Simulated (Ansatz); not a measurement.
Al2Cu

Input file:

```
crystal:
  lattice:
    - [0.0, 0.0, 5.726027311]
    - [-4.0492631027, 4.0492631027, 0.0]
    - [-4.0492631027, -4.0492631027, 0.0]
  atoms:
    - { symbol: Al, position: [0.2701646598, 0.7701646598, 0.2701646598] }
    - { symbol: Al, position: [0.75, 0.25, 0.25] }
    - { symbol: Al, position: [0.25, 0.25, 0.75] }
    - { symbol: Al, position: [0.75, 0.75, 0.75] }
    - { symbol: Al, position: [0.25, 0.25, 0.25] }
    - { symbol: Al, position: [0.75, 0.75, 0.25] }
    - { symbol: Al, position: [0.25, 0.75, 0.75] }
    - { symbol: Al, position: [0.75, 0.25, 0.75] }
    - { symbol: Cu, position: [0.0, 0.5, 0.0] }
    - { symbol: Cu, position: [0.5, 0.0, 0.0] }
    - { symbol: Cu, position: [0.0, 0.0, 0.5] }
    - { symbol: Cu, position: [0.5, 0.5, 0.5] }
basis:
  ecutwfc: 420
kpoints:
  mp_grid: { grid: [8, 8, 8] }
hamiltonian:
  xc: pbesol
scf:
  occupations: { method: gaussian, width: 0.15 }
output:
  forces: true
  stress: true
  eigenvalues: true
  write_density: true
  write_potential: true
  elf: true
  volumetric_format: npy
```

Command:

```sh
ansatz run input.yaml --threads 1 --pin off --max-ram 2560MiB --backend cpu --events-out ev --progress --plain --runs-dir out
```

Below, planes, directions and counts refer to the conventional cell (a = 8.10 Å, b = 8.10 Å, c = 9.92 Å, α = 90.00°, β = 90.00°, γ = 120.00°).

Space group R3m; a structure from a database of computed crystals, not necessarily the ambient phase; changed on purpose from its base cell (atom 1 (Al) moved -0.200 A towards its neighbour atom 9 (Cu) at 2.480 A); not relaxed (largest force 1.1 eV/Å); computed without spin polarisation.

Theory: DFT PBEsol, scalar-relativistic, plane waves, PAW (Ansatz).

The density is the valence pseudo-density of a PAW calculation; it isn't the true density close to the nuclei.

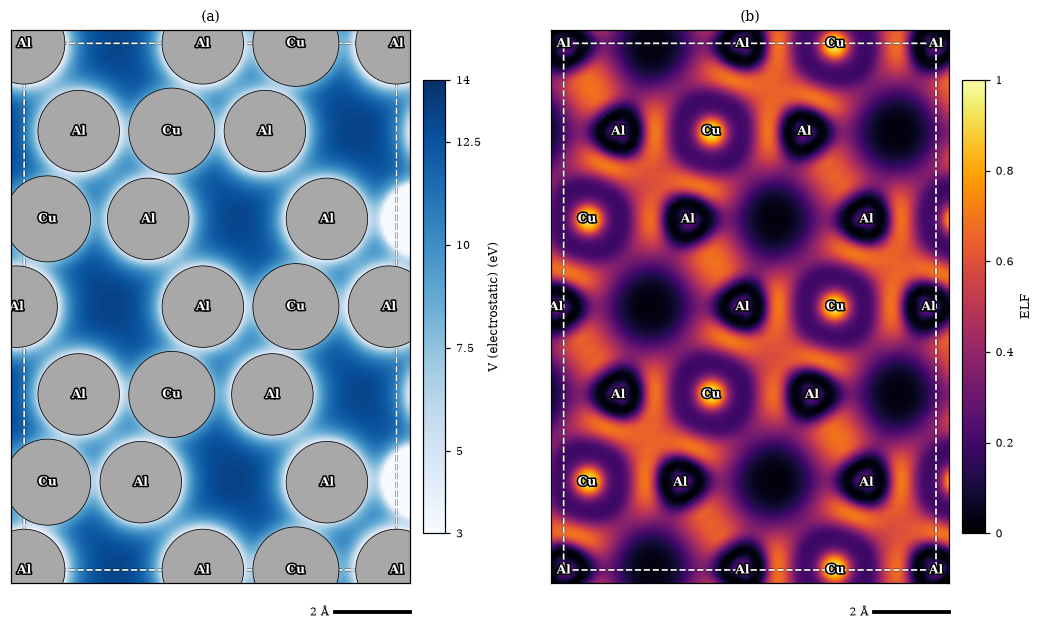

Figure 1. (a) electrostatic potential energy of an electron; (b) ELF on the (110) plane of the conventional cell. Grey discs cover the atomic cores in the potential map.

Question: What do the fields say about this system?

Answer: The section cuts through Al and Cu sites.
Al–Cu (2.42 Å): the ELF peaks at about 0.70 between the atoms.
Al–Al (2.75 Å): the ELF peaks at about 0.70 between the atoms.
Al–Cu (2.48 Å): the ELF peaks at about 0.70 between the atoms.
Al–Cu (2.68 Å): the ELF peaks at about 0.70 between the atoms.
The features right at Cu lie inside the PAW spheres, where the map follows smoothed inner orbitals and isn't to be read closely.
Outside the cores the potential energy rises away from the atoms and is highest about 2.3 Å from the nearest atoms; its zero is arbitrary.

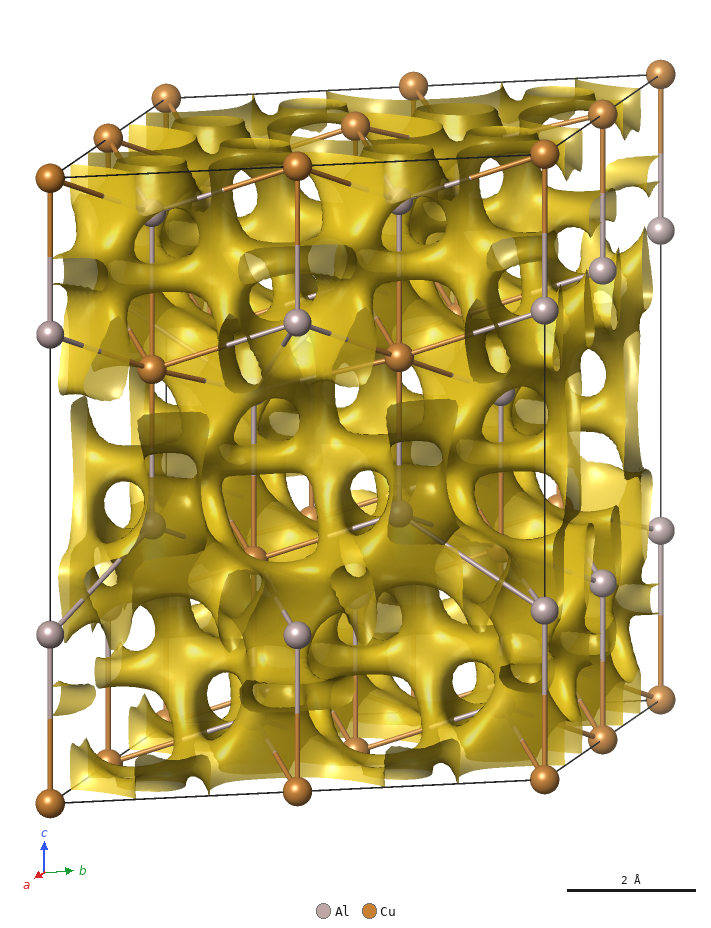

Figure 2. Isosurface of the ELF at 0.55 (yellow), seen slightly off an axis. Core shells and regions of very low density are left out. Sticks mark near contacts.

Question: Describe the localisation domains.

Answer: The ELF exceeds this value in one network that runs through the whole crystal, counted in one cell of 36 atoms. Regions shared between cells count once.

Question: Metal or insulator at this level of theory?

Answer: It is metallic or semimetallic at this level of theory: no gap opens.
